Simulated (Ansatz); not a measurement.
## Geometry relaxation, with input and output: Ni$_{2}$Si (part 2 of 2)

The same run, continued: Ni$_{2}$Si (Pnma, 12 atoms in the cell); DFT PBE, scalar-relativistic, plane waves, PAW, no spin polarisation (Ansatz 0.2.0); cutoff 420 eV, 8×10×6 k-mesh, Gaussian smearing of 0.1 eV. The structure derives from an entry of the Crystallography Open Database. It belongs to a series of runs on one base structure; here: volume × 0.97, shape and atoms relaxed.

Geometry of the input (Å; fractional positions):
```
4.9713  0.0000  0.0000
0.0000  3.6922  0.0000
0.0000  0.0000  7.0051
Si 0.2868  0.7500  0.6147
Si 0.7132  0.2500  0.3853
Si 0.2132  0.2500  0.1147
Si 0.7868  0.7500  0.8853
Ni 0.9594  0.7500  0.2038
Ni 0.0406  0.2500  0.7962
Ni 0.5406  0.2500  0.7038
Ni 0.4594  0.7500  0.2962
Ni 0.8306  0.7500  0.5603
Ni 0.1694  0.2500  0.4397
Ni 0.6694  0.2500  0.0603
Ni 0.3306  0.7500  0.9397
```

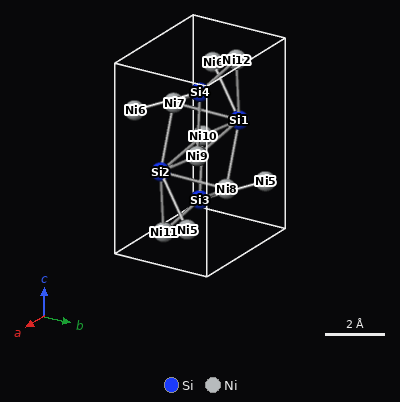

The geometry at step 3 of the log (ball-and-stick view of the cell of the calculation, seen at an oblique angle; atoms are numbered from 1 in the order of the input).

**Output, continued**
```
SCF iter   1: F=—  HF=-49267.511880 eV  |F-HF|=—  |Δ(HF+E_count)|=         —  Δρ=2.38e-4  dr2=1.52e-6  ethr=3.49e-7  ⟨swp⟩=3.0  Hψ=70127  notcnv=0
preconditioner: auto → Kerker (q_TF=auto, 2.830 Å⁻¹)  [metal: Δε(μ)=0.001 eV  Ē_g=7.372 eV  σ=0.100 eV  W_gap=0.00  n_scr=52 (ndim 8)  ℏωp=32.1 eV  f_vac=0.000  D(μ)=6.38/eV (n_scr^D=56)]
SCF iter   2: F=—  HF=-49267.511894 eV  |F-HF|=—  |Δ(HF+E_count)|=   1.44e-5  Δρ=1.21e-4  dr2=3.96e-7  ethr=9.51e-10  ⟨swp⟩=2.0  Hψ=20523  notcnv=0
SCF iter   3: F=—  HF=-49267.511928 eV  |F-HF|=—  |Δ(HF+E_count)|=   3.36e-5  Δρ=3.40e-6  dr2=5.97e-9  ethr=2.48e-10  ⟨swp⟩=1.0  Hψ=11520  notcnv=0
iter 4 did not close the SCF: its close was put off for the readings that it lacked (scf_convergence_deferred on its scf_iter line)
SCF iter   4: F=-49267.511928 eV  HF=-49267.511928 eV  |F-HF|=0.00e0  |Δ(HF+E_count)|=   4.19e-9  Δρ=4.66e-7  dr2=1.49e-10  ethr=3.73e-12  ⟨swp⟩=2.0  Hψ=18561  notcnv=0
iter 5 did not close the SCF: its close was put off for the readings that it lacked (scf_convergence_deferred on its scf_iter line)
SCF iter   5: F=-49267.511928 eV  HF=-49267.511928 eV  |F-HF|=2.91e-11  |Δ(HF+E_count)|=  4.37e-11  Δρ=2.16e-7  dr2=4.79e-11  ethr=1.00e-12  ⟨swp⟩=1.0  Hψ=11521  notcnv=0
iter 6 did not close the SCF: its close was put off for the readings that it lacked (scf_convergence_deferred on its scf_iter line)
SCF iter   6: F=-49267.511928 eV  HF=-49267.511928 eV  |F-HF|=3.64e-11  |Δ(HF+E_count)|=  2.18e-11  Δρ=3.75e-8  dr2=1.66e-12  ethr=1.00e-12  ⟨swp⟩=1.0  Hψ=11520  notcnv=0
iter 7 did not close the SCF: its close was put off for the readings that it lacked (scf_convergence_deferred on its scf_iter line)
SCF iter   7: F=-49267.511928 eV  HF=-49267.511928 eV  |F-HF|=1.46e-11  |Δ(HF+E_count)|=  7.28e-12  Δρ=1.55e-8  dr2=2.54e-13  ethr=1.00e-12  ⟨swp⟩=1.0  Hψ=11520  notcnv=0
SCF iter   8: F=-49267.511928 eV  HF=-49267.511928 eV  |F-HF|=7.28e-12  |Δ(HF+E_count)|=    0.00e0  Δρ=5.99e-9  dr2=2.85e-14  ethr=1.00e-12  ⟨swp⟩=3.1  Hψ=42781  notcnv=0
SCF 5 converged in 8 iterations: F = -49267.511928 eV  dr2 = 2.85e-14
relax step   5: F+E_penalty+E_count = -49267.51192758 eV  Δ(F+E_penalty+E_count) = +1.390e-5 eV  max|allowed force component| = 7.726e-3 eV/Å  Δτ_max = 0.0000 Å  P = +6.135 GPa  Ω = 128.580 Å³  fix = [volume]  reactions: volume +6.135 GPa  stress off target by 7.42e-2 GPa on what of the cell is left free  SCF on the basis re-selected at this cell (its energy is not comparable with the rows above)  (8 SCF iters)
basis re-selected at this cell: Δ(F+E_penalty+E_count) = +1.390e-5 eV, ΔP = +0.000 GPa vs the last step (what re-selecting the basis moved, of the pressure what is left beyond the Pulay correction that the steps carried, after the strain that the cell walked since its last selection, with what the two solves' SCF thresholds leave and, on support functions, any second-order correction that the steps lacked; it is no measure of the basis error at this ecutwfc). This SCF's stress stands 7.42e-2 GPa from its target on what of the cell is left free (relax.cell.stress_tol is 1.00e-1 GPa) and its largest allowed force component is 7.73e-3 eV/Å (relax.f_tol is 1.00e-2 eV/Å): within both
SCF converged after 8 iterations
Free energy (F): -49267.511928 eV
Harris-Foulkes:  -49267.511928 eV  (|F-HF|=7.28e-12)
Internal energy: -49267.480010 eV  (E = F + TS)
E sigma→0 (E₀):  -49267.495969 eV
Entropy (-TS):   -0.031918 eV (-2.660 meV/atom)
Fermi energy:    17.637048 eV
--- Per-component energies (eV) ---
  E_band       = -2239.291172
  E_kinetic    = 2462.920384
  E_local      = -31521.674818  (includes V_loc(G=0)·N_el)
  E_nonlocal   = 5195.632429
  E_hartree    = 13474.475353
  E_xc         = -914.461123
  E_vxc        = -1082.723265  (∫ρ·V_xc dr)
  E_paw        = -15104.921584  (= ΣΔE_a)
  E_vpaw       = -4242.400745  (= ΣTr[D̂ρ^β])
  E_aug_tail   = 0.004123  (compensation charges beyond the density's cutoff)
  E_ewald      = -22859.454775
  E_smearing   = -0.031918  (= −TS)
  E_closure    = 0.000000  (closes the sum)
  Σ components = -49267.511928   (vs F -49267.511928, Δ=0.00e0)
--- Forces (eV/Å), atoms counted from 1 ---
  atom   1  Si     0.00476758     0.00000000    -0.00100212
  atom   2  Si    -0.00476758    -0.00000000     0.00100212
  atom   3  Si    -0.00476758    -0.00000000    -0.00100212
  atom   4  Si     0.00476758     0.00000000     0.00100212
  atom   5  Ni    -0.00223701     0.00000000    -0.00196762
  atom   6  Ni     0.00223701    -0.00000000     0.00196762
  atom   7  Ni     0.00223701     0.00000000    -0.00196762
  atom   8  Ni    -0.00223701    -0.00000000     0.00196762
  atom   9  Ni     0.00359821     0.00000000    -0.00772602
  atom  10  Ni    -0.00359821    -0.00000000     0.00772602
  atom  11  Ni    -0.00359821     0.00000000    -0.00772602
  atom  12  Ni     0.00359821     0.00000000     0.00772602
  max |Σ_I F_I| component: 1.56e-17 eV/Å
--- Stress (GPa, compression-positive) ---
        6.206283      -0.000000      -0.000000
       -0.000000       6.061188       0.000000
       -0.000000       0.000000       6.138570
  P = ⅓ Tr σ = 6.1353 GPa (61.353 kbar)
--- Band table (eV; the first three rows and the last of 120) ---
  k-point 0: bands = ["-85.9834", "-85.9828", "-85.9780", "-85.9780", "-85.8306", "-85.8301", "-85.8221", "-85.8221", "-46.4589", "-46.4558", "-46.4546", "-46.4497", "-46.4175", "-46.4045", "-46.3894", "-46.3785", "-46.3623", "-46.3595", "-46.3334", "-46.3307", "-46.3126", "-46.3113", "-46.3093", "-46.3085", "-46.2599", "-46.2547", "-46.2158", "-46.2146", "-46.1873", "-46.1795", "-46.1394", "-46.1387", "4.7696", "7.3662", "7.4584", "9.3741", "10.8834", "11.3411", "12.0769", "12.4195", "12.7342", "12.9580", "13.0640", "13.1208", "13.3856", "13.4424", "13.6128", "13.6951", "14.0374", "14.1126", "14.2194", "14.3146", "14.4037", "14.4436", "14.8142", "14.9566", "15.0000", "15.1469", "15.2736", "15.3349", "15.3995", "15.4210", "15.5990", "15.6796", "15.6838", "15.7274", "15.7298", "15.8803", "15.9666", "15.9869", "16.0358", "16.2357", "16.2558", "16.4017", "16.4134", "16.5176", "16.6706", "16.6936", "17.0313", "17.4785", "18.3588", "18.5700", "19.4071", "19.9737", "20.1026", "20.5526", "21.1941", "21.1993", "21.8977", "22.3158", "22.8172", "23.0039", "23.8592", "23.9566", "24.2531", "25.4487"]
  k-point 1: bands = ["-85.9833", "-85.9828", "-85.9780", "-85.9780", "-85.8305", "-85.8301", "-85.8221", "-85.8221", "-46.4589", "-46.4566", "-46.4537", "-46.4499", "-46.4168", "-46.4059", "-46.3881", "-46.3790", "-46.3621", "-46.3598", "-46.3332", "-46.3308", "-46.3125", "-46.3114", "-46.3093", "-46.3086", "-46.2595", "-46.2550", "-46.2157", "-46.2147", "-46.1868", "-46.1800", "-46.1393", "-46.1387", "4.8513", "6.6800", "8.1542", "9.3778", "10.9134", "11.4077", "11.8712", "12.3945", "12.7668", "12.7900", "13.1194", "13.3056", "13.3523", "13.4232", "13.5617", "13.7514", "14.0189", "14.0916", "14.1250", "14.2541", "14.4438", "14.5978", "14.7667", "14.9139", "14.9210", "15.1129", "15.3260", "15.3784", "15.3795", "15.3857", "15.6593", "15.6836", "15.7146", "15.7630", "15.8340", "15.8749", "15.9616", "16.0132", "16.0475", "16.2532", "16.2539", "16.3672", "16.4504", "16.5129", "16.6600", "16.8665", "16.9558", "17.4387", "18.2410", "18.5019", "18.9049", "19.4124", "20.9134", "21.1438", "21.1948", "21.2160", "21.7685", "22.3226", "22.5939", "23.2721", "23.8464", "24.0849", "24.2696", "25.2314"]
  k-point 2: bands = ["-85.9832", "-85.9829", "-85.9780", "-85.9780", "-85.8304", "-85.8302", "-85.8221", "-85.8221", "-46.4587", "-46.4575", "-46.4524", "-46.4504", "-46.4150", "-46.4090", "-46.3854", "-46.3804", "-46.3617", "-46.3603", "-46.3326", "-46.3313", "-46.3123", "-46.3117", "-46.3091", "-46.3087", "-46.2586", "-46.2560", "-46.2155", "-46.2149", "-46.1853", "-46.1814", "-46.1392", "-46.1389", "5.0941", "6.0272", "8.7923", "9.3550", "10.9995", "11.5029", "11.6194", "12.2309", "12.7030", "12.8610", "13.0373", "13.1811", "13.4691", "13.5337", "13.5470", "13.8388", "13.9334", "13.9999", "14.0327", "14.1679", "14.5084", "14.6725", "14.7934", "14.8475", "14.9604", "15.0600", "15.3019", "15.3441", "15.4604", "15.4841", "15.6538", "15.6756", "15.7044", "15.8483", "15.8846", "15.9125", "15.9659", "16.1029", "16.1056", "16.2467", "16.3125", "16.3414", "16.4615", "16.6234", "16.6873", "16.7655", "17.2561", "17.3533", "17.5034", "18.5862", "18.8098", "18.9569", "20.8575", "20.9084", "21.6315", "21.8342", "21.8886", "22.3235", "22.7023", "23.9180", "23.9387", "24.2085", "24.4828", "24.7035"]
  k-point 119: bands = ["-85.9804", "-85.9804", "-85.9804", "-85.9804", "-85.8263", "-85.8263", "-85.8263", "-85.8263", "-46.4554", "-46.4554", "-46.4554", "-46.4554", "-46.4008", "-46.4008", "-46.4008", "-46.4008", "-46.3532", "-46.3532", "-46.3532", "-46.3532", "-46.3018", "-46.3018", "-46.3018", "-46.3018", "-46.2321", "-46.2321", "-46.2321", "-46.2321", "-46.1647", "-46.1647", "-46.1647", "-46.1647", "8.3190", "8.3190", "8.3190", "8.3190", "10.3801", "10.3801", "10.3801", "10.3801", "13.1086", "13.1086", "13.1086", "13.1086", "13.5627", "13.5627", "13.5627", "13.5627", "14.1579", "14.1579", "14.1579", "14.1579", "14.5869", "14.5869", "14.5869", "14.5869", "14.9949", "14.9949", "14.9949", "14.9949", "15.3967", "15.3967", "15.3967", "15.3967", "15.6196", "15.6196", "15.6196", "15.6196", "15.8490", "15.8490", "15.8490", "15.8490", "16.1695", "16.1695", "16.1695", "16.1695", "16.9250", "16.9250", "16.9250", "16.9250", "18.1337", "18.1337", "18.1337", "18.1337", "20.2823", "20.2823", "20.2823", "20.2823", "23.1576", "23.1576", "23.1576", "23.1576", "24.5581", "24.5581", "24.5581", "24.5581"]
--- Relaxed structure (4 steps of the walk, 4 accepted, 1 SCFs on fresh bases) ---
  F+E_penalty+E_count = -49267.51192758 eV   max|allowed force component| = 7.726e-3 eV/Å   (the final SCF, on the basis selected at the relaxed cell)
  cell:  # Å, volume = 128.5801 Å³
    - [4.937214778623711, -1.7831300328217843e-32, -5.8805352146250335e-33]
    - [-1.3243392218016713e-32, 3.7079037755987816, 1.409003110198366e-18]
    - [-8.28622271142992e-33, 2.6732247412334924e-18, 7.023658466310399]
  atoms:
    - { symbol: Si, position: [0.29092253582573996, 0.75, 0.6134670504266299] }
    - { symbol: Si, position: [0.7090774641742601, 0.25, 0.38653294957337025] }
    - { symbol: Si, position: [0.2090774641742601, 0.25, 0.11346705042662969] }
    - { symbol: Si, position: [0.7909225358257399, 0.75, 0.8865329495733703] }
    - { symbol: Ni, position: [0.9582150449283209, 0.75, 0.20671608163012928] }
    - { symbol: Ni, position: [0.041784955071678925, 0.25, 0.7932839183698709] }
    - { symbol: Ni, position: [0.5417849550716789, 0.25, 0.7067160816301292] }
    - { symbol: Ni, position: [0.4582150449283211, 0.75, 0.29328391836987067] }
    - { symbol: Ni, position: [0.8289011120782991, 0.75, 0.56059218170479] }
    - { symbol: Ni, position: [0.17109888792170083, 0.25, 0.4394078182952101] }
    - { symbol: Ni, position: [0.671098887921701, 0.25, 0.06059218170478991] }
    - { symbol: Ni, position: [0.32890111207829925, 0.75, 0.9394078182952101] }
```

**Trajectory as extended XYZ (Å, eV, eV/Å), 5 frames, from step=1 to step=5**
```
12
Lattice="4.9713 0.0000 0.0000 0.0000 3.6922 0.0000 0.0000 0.0000 7.0051" Properties=species:S:1:pos:R:3:forces:R:3 step=1 energy=-49267.50520 pressure_GPa=6.68
Si    1.4257    2.7692    4.3061    0.0466   0.0000   0.0028
Si    3.5457    0.9231    2.6990   -0.0466   0.0000  -0.0028
Si    1.0600    0.9231    0.8036   -0.0466   0.0000   0.0028
Si    3.9113    2.7692    6.2015    0.0466   0.0000  -0.0028
Ni    4.7695    2.7692    1.4279   -0.0249   0.0000   0.0658
Ni    0.2019    0.9231    5.5771    0.0249   0.0000  -0.0658
Ni    2.6875    0.9231    4.9305    0.0249   0.0000   0.0658
Ni    2.2838    2.7692    2.0746   -0.0249   0.0000  -0.0658
Ni    4.1291    2.7692    3.9249   -0.0149   0.0000   0.0014
Ni    0.8422    0.9231    3.0801    0.0149   0.0000  -0.0014
Ni    3.3279    0.9231    0.4224    0.0149   0.0000   0.0014
Ni    1.6434    2.7692    6.5827   -0.0149   0.0000  -0.0014
12
Lattice="4.9656 0.0000 0.0000 0.0000 3.6955 0.0000 0.0000 0.0000 7.0070" Properties=species:S:1:pos:R:3:forces:R:3 step=2 energy=-49267.50738 pressure_GPa=6.58
Si    1.4274    2.7716    4.3065    0.0442   0.0000  -0.0031
Si    3.5382    0.9239    2.7004   -0.0442   0.0000   0.0031
Si    1.0554    0.9239    0.8031   -0.0442   0.0000  -0.0031
Si    3.9102    2.7716    6.2039    0.0442   0.0000   0.0031
Ni    4.7617    2.7716    1.4317   -0.0147   0.0000   0.0475
Ni    0.2039    0.9239    5.5753    0.0147   0.0000  -0.0475
Ni    2.6867    0.9239    4.9352    0.0147   0.0000   0.0475
Ni    2.2789    2.7716    2.0718   -0.0147   0.0000  -0.0475
Ni    4.1237    2.7716    3.9260   -0.0191   0.0000  -0.0020
Ni    0.8418    0.9239    3.0809    0.0191   0.0000   0.0020
Ni    3.3246    0.9239    0.4225    0.0191   0.0000  -0.0020
Ni    1.6409    2.7716    6.5844   -0.0191   0.0000   0.0020
12
Lattice="4.9367 0.0000 0.0000 0.0000 3.7042 0.0000 0.0000 0.0000 7.0315" Properties=species:S:1:pos:R:3:forces:R:3 step=3 energy=-49267.51152 pressure_GPa=6.10
Si    1.4416    2.7781    4.3139   -0.0263   0.0000   0.0205
Si    3.4951    0.9260    2.7176    0.0263   0.0000  -0.0205
Si    1.0268    0.9260    0.7982    0.0263   0.0000   0.0205
Si    3.9099    2.7781    6.2333   -0.0263   0.0000  -0.0205
Ni    4.7271    2.7781    1.4529   -0.0021   0.0000   0.0132
Ni    0.2096    0.9260    5.5786    0.0021   0.0000  -0.0132
Ni    2.6779    0.9260    4.9686    0.0021   0.0000   0.0132
Ni    2.2587    2.7781    2.0629   -0.0021   0.0000  -0.0132
Ni    4.0930    2.7781    3.9385    0.0151   0.0000   0.0273
Ni    0.8437    0.9260    3.0930   -0.0151   0.0000  -0.0273
Ni    3.3120    0.9260    0.4227   -0.0151   0.0000   0.0273
Ni    1.6247    2.7781    6.6088    0.0151   0.0000  -0.0273
12
Lattice="4.9372 0.0000 0.0000 0.0000 3.7079 0.0000 0.0000 0.0000 7.0237" Properties=species:S:1:pos:R:3:forces:R:3 step=4 energy=-49267.51194 pressure_GPa=6.14
Si    1.4363    2.7809    4.3088    0.0047   0.0000  -0.0010
Si    3.5009    0.9270    2.7149   -0.0047   0.0000   0.0010
Si    1.0323    0.9270    0.7970   -0.0047   0.0000  -0.0010
Si    3.9050    2.7809    6.2267    0.0047   0.0000   0.0010
Ni    4.7309    2.7809    1.4519   -0.0023   0.0000  -0.0019
Ni    0.2063    0.9270    5.5718    0.0023   0.0000   0.0019
Ni    2.6749    0.9270    4.9637    0.0023   0.0000  -0.0019
Ni    2.2623    2.7809    2.0599   -0.0023   0.0000   0.0019
Ni    4.0925    2.7809    3.9374    0.0037   0.0000  -0.0077
Ni    0.8448    0.9270    3.0863   -0.0037   0.0000   0.0077
Ni    3.3134    0.9270    0.4256   -0.0037   0.0000  -0.0077
Ni    1.6239    2.7809    6.5981    0.0037   0.0000   0.0077
12
Lattice="4.9372 0.0000 0.0000 0.0000 3.7079 0.0000 0.0000 0.0000 7.0237" Properties=species:S:1:pos:R:3:forces:R:3 step=5 energy=-49267.51193 pressure_GPa=6.14
Si    1.4363    2.7809    4.3088    0.0048   0.0000  -0.0010
Si    3.5009    0.9270    2.7149   -0.0048   0.0000   0.0010
Si    1.0323    0.9270    0.7970   -0.0048   0.0000  -0.0010
Si    3.9050    2.7809    6.2267    0.0048   0.0000   0.0010
Ni    4.7309    2.7809    1.4519   -0.0022   0.0000  -0.0020
Ni    0.2063    0.9270    5.5718    0.0022   0.0000   0.0020
Ni    2.6749    0.9270    4.9637    0.0022   0.0000  -0.0020
Ni    2.2623    2.7809    2.0599   -0.0022   0.0000   0.0020
Ni    4.0925    2.7809    3.9374    0.0036   0.0000  -0.0077
Ni    0.8448    0.9270    3.0863   -0.0036   0.0000   0.0077
Ni    3.3134    0.9270    0.4256   -0.0036   0.0000  -0.0077
Ni    1.6239    2.7809    6.5981    0.0036   0.0000   0.0077
```

**Summary**

| quantity | value |
| --- | --- |
| outcome | converged |
| space group (tolerance 0.01 Å) | Pnma (62) |
| electrons treated | 160 |
| free energy | −49267.5119 eV |
| Fermi energy | 17.637 eV |
| gap on the k-point mesh | none (metallic) |
| pressure | 6.14 GPa |
| final volume | 128.58 Å³ |
| largest force (length of the vector) at the end | 0.009 eV/Å |
| final cell | a = 4.937 Å, b = 3.708 Å, c = 7.024 Å, α = 90.00°, β = 90.00°, γ = 90.00° |
| hardware | 4 threads of Intel Xeon @ 2.70GHz, 189 GiB of memory available, shared host |
| wall time | 2.2 min (CPU time 8.6 min) |
| peak memory | 1.4 GiB |

**Remarks**

The run has no spin polarisation, so a magnetic state may lie lower. The cell is under a pressure of 6.1 GPa at this level, so it is not at its equilibrium volume.
